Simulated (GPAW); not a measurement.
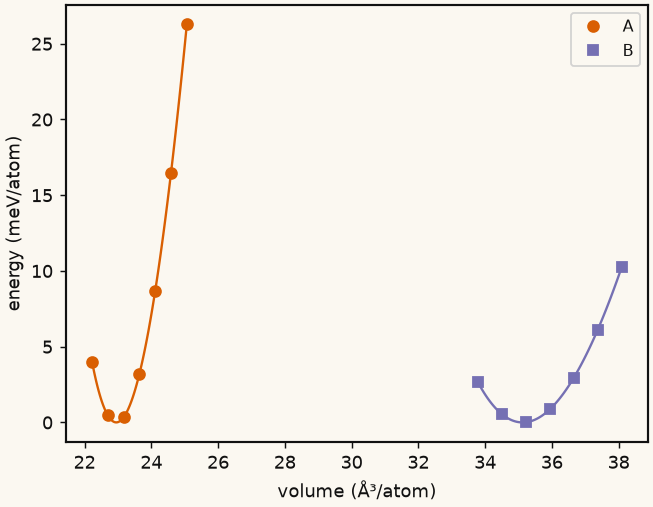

The figure compares two calculations of the energy against volume, each curve from its own zero. The first is for AgBr, space group Fm-3m (No. 225).

The cell holds 2 atoms.

Method: PAW DFT in plane waves, on a grid or in atomic orbitals, no spin polarisation; energies at scaled volumes of the given cell, shape and fractions fixed, counted from the fit's minimum, third-order Birch-Murnaghan fit (GPAW 26.7.0). Level: PBEsol.

```tsv
setting	value
k mesh	8×8×8
occupations	Fermi–Dirac
smearing width	0.05 eV
potentials	PAW data sets made by gpaw setup for the functional
wave cutoff	600 eV
program settings	basis pw
```

In the second, Ag is replaced by K on all its sites, which gives KBr in the same structure. The second calculation uses k mesh 7×7×7.

Question: Which of A and B is the second calculation, and what did the change do?

Answer: B. The equilibrium volume rises from 22.95 to 35.12 Å³/atom (+53 %) and the bulk modulus falls from 52.2 to 15.4 GPa (−70 %).

V0 and the bulk modulus come from third-order Birch–Murnaghan fits.
